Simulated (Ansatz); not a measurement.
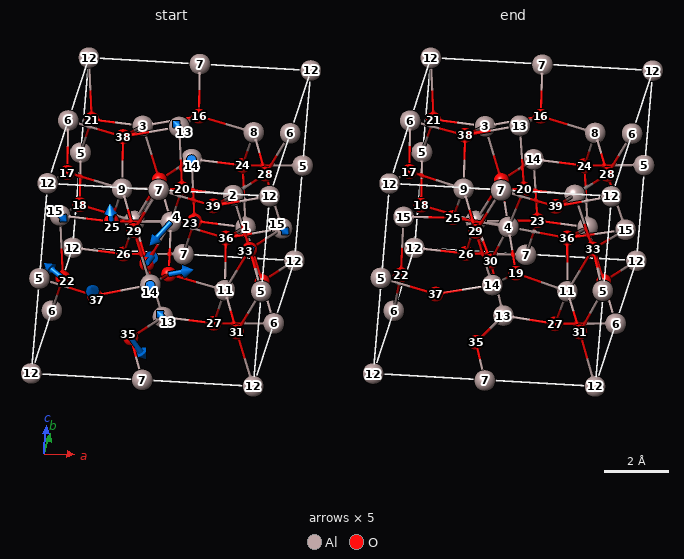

The structure of a defect cell of composition Al₅O₈ before (left) and after (right) a relaxation, at one scale. The blue arrows give the displacements, magnified 5 times.

A ball-and-stick model of the cell of the calculation (origin shifted), seen from a free direction.

Computed with DFT PBEsol, scalar-relativistic, plane waves, PAW in Ansatz 0.2.0. Settings: plane-wave cutoff 420 eV; k-point mesh 2 × 2 × 2; occupations gaussian; smearing width 0.02 eV; mesh shifted by (0.5, 0.5, 0.5); collinear spin; atoms relaxed in a fixed cell; force threshold 0.03 eV/Å; at most 40 steps.

> Summarise the run.

After 5 accepted moves (6 points after the start) the energy has fallen by 1.363 eV per cell of the calculation. Largest force component: 2.2 eV/Å at the start, 0.01 eV/Å at the end. 1 step only repeated the SCF at the same geometry. The largest move is that of an Al atom, 0.21 Å along [−1 −1 −1]. By element the largest moves are Al 0.21 Å, O 0.20 Å. The cell stays as it was. Near-neighbour distances that change, for instance: Al–O 2.006 → 1.877 Å, Al–O 1.917 → 1.798 Å, Al–O 1.975 → 1.859 Å, Al–O 1.985 → 1.877 Å. Among the angles between lasting bonds that change: O–Al–O 77.3° → 92.8°, O–Al–O 78.9° → 92.8°, O–Al–O 163.0° → 176.8°. Cost: 110 s on 8 threads of Arm Neoverse V1, on a shared host, peak memory 1.8 GiB.

Limits of the set-up: the periodic images lie only 7.0 Å apart, so the values are limited by the cell's size.
